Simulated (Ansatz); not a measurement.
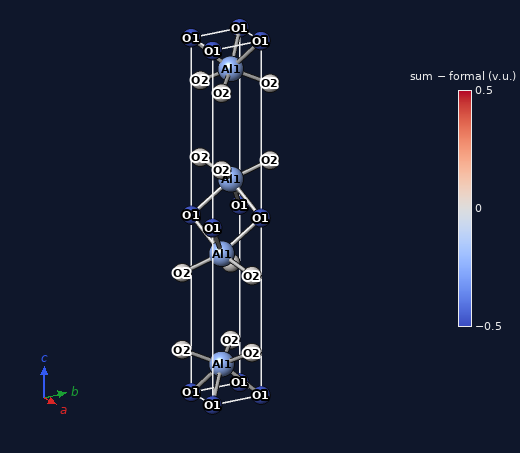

Atoms of Al2O3 in space group P6_3/mmc coloured by their computed bond-valence sum less the size of their formal valence (view slightly off an axis).

Bond valence s = exp((R0 − d)/b), R0 fitted to published crystal structures with b = 0.37 Å, summed over all anions within 5 Å; R0 in Å: Al3+–O 1.637.

The cell is taken from the end point of a relaxation with DFT PBE+D3(BJ), scalar-relativistic, plane waves, PAW (Ansatz 0.2.0); the starting structure was generated, so it need not be a known form of this composition.

```yaml
crystal:
  lattice:
    - [2.87094, 0.00000, 0.00000]
    - [-1.43547, 2.48630, 0.00000]
    - [0.00000, 0.00000, 14.49831]
  atoms:
    - { symbol: Al, position: [0.66667, 0.33333, 0.09437] }
    - { symbol: Al, position: [0.33333, 0.66667, 0.90563] }
    - { symbol: Al, position: [0.33333, 0.66667, 0.59437] }
    - { symbol: Al, position: [0.66667, 0.33333, 0.40563] }
    - { symbol: O, position: [0.00000, 0.00000, 0.00000] }
    - { symbol: O, position: [0.33333, 0.66667, 0.14158] }
    - { symbol: O, position: [0.66667, 0.33333, 0.85842] }
    - { symbol: O, position: [0.00000, 0.00000, 0.50000] }
    - { symbol: O, position: [0.66667, 0.33333, 0.64158] }
    - { symbol: O, position: [0.33333, 0.66667, 0.35842] }
```

Site labels: Al1 at 0.667, 0.333, 0.094; O1 at 0.000, 0.000, 0.000; O2 at 0.333, 0.667, 0.142.

Which site departs most from its formal valence?

O1, whose sum is 1.54 against 2: by this sum it is underbonded.

Give the sums of all sites.

```
site              x, y, z  formal valence  bond-valence sum  difference
 Al1  0.667, 0.333, 0.094              +3              2.78       -0.22
  O1  0.000, 0.000, 0.000              −2              1.54       -0.46
  O2  0.333, 0.667, 0.142              −2              2.01        0.01
```

Is the structure strained by this measure?

The global instability index (root mean square of the differences over all atoms) is 0.25 v.u.: above 0.2, which by the usual rule of thumb marks a strained structure. Cells relaxed with PBE tend to have slightly long bonds, which lowers the sums.
